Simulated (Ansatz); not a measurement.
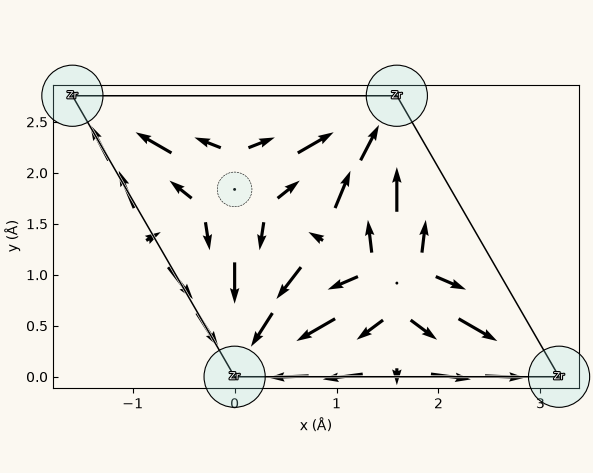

N₂ on a Zr(001) slab cut from the P6_3/mmc phase, its upper half relaxed before the scan (16 atoms of substrate and one adsorbate in a 2 × 2 cell). N2 is moved over the surface cell at a fixed height above a rigid substrate; the origin of the map has the adsorbate above Zr13; the height is held at 3.60 Å. Places are given modulo a cell vector. The map is drawn in real space over the plane of the surface. The grid has 6 × 6 points; 10 points were computed and 26 follow by symmetry. Places are given in fractions of the 1 × 1 surface cell. At a fixed height the lowest place need not be the adsorption site. These are results of DFT PBE+D3(BJ), scalar-relativistic, plane waves, PAW in Ansatz, not measurements. Settings: cutoff 420 eV, k-mesh 6×6×1, gaussian smearing 0.1 eV, no spin polarisation.

The picture shows arrows along the force (downhill), their lengths compressed, labelled circles for the atoms of the top layer and small ones for the second layer, the outline of one cell of the plane.

> The arrows alone are given. Where is the energy lowest?

The arrows converge at the top site over a surface Zr atom, (0/6, 0/6) of the cell vectors (read from the interpolated surface).

The energy map of the same scan:

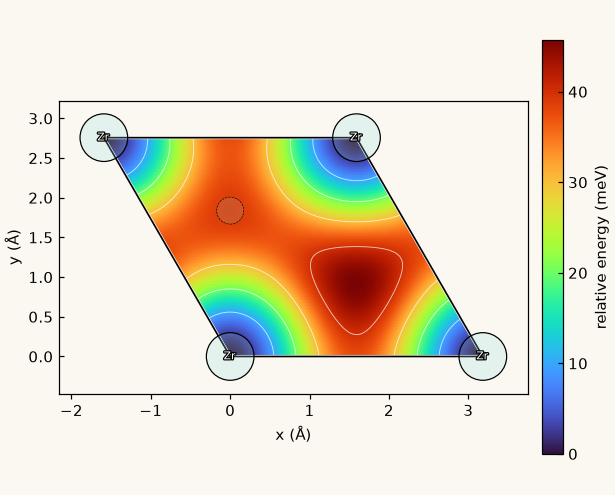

Energies are in meV, from the lowest grid point; between grid points the surface is interpolated.
